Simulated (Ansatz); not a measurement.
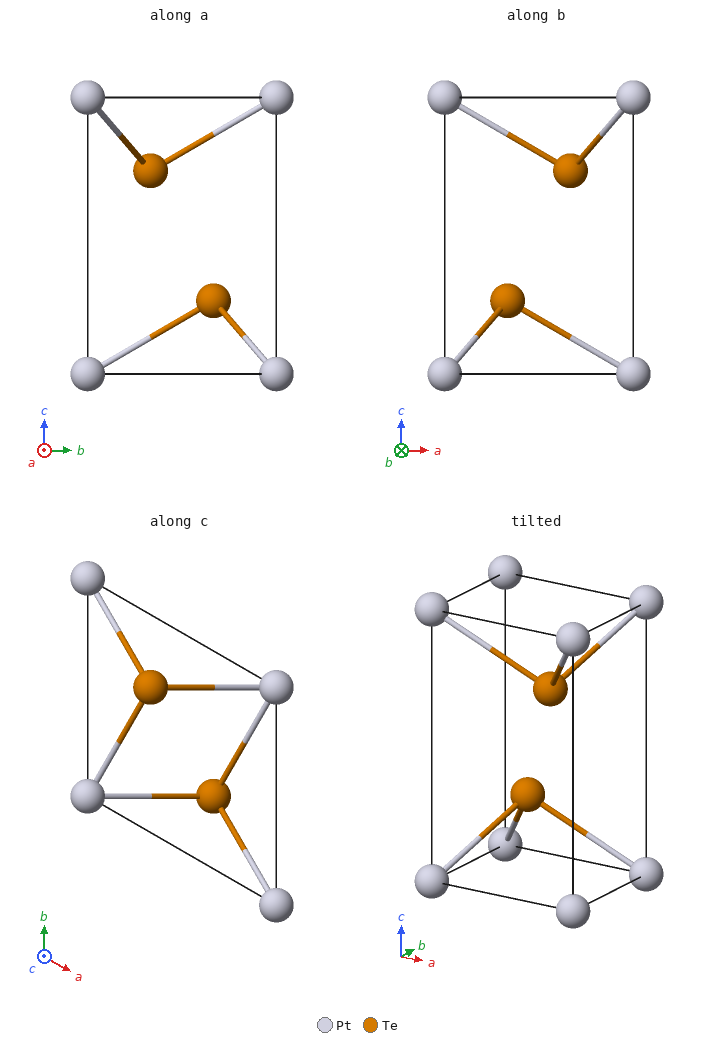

Figure: ball-and-stick view along the a axis, along the b axis, along the c axis and slightly off an axis. Lines trace the edges of the conventional unit cell.

Lattice parameters: a = 4.048 Å, b = 4.048 Å, c = 5.137 Å, α = 90.00°, β = 90.00°, γ = 120.00°. Put a along x and b in the xy plane.

Q: Transcribe the picture into a POSCAR file, with free fractional coordinates to two decimals.

A:
```
Pt Te
1.0
     4.048    0.000    0.000
    -2.024    3.506    0.000
     0.000    0.000    5.137
Pt Te
1 2
Direct
  0.00 0.00 0.00
  0.3333 0.6667 0.26
  0.6667 0.3333 0.74
```

The cell started as a structure type filled with these elements by a generator (whether the compound takes this form wasn't checked). Relaxation method: DFT, PBE-D3(BJ), plane waves, PAW in Ansatz 0.2.0.
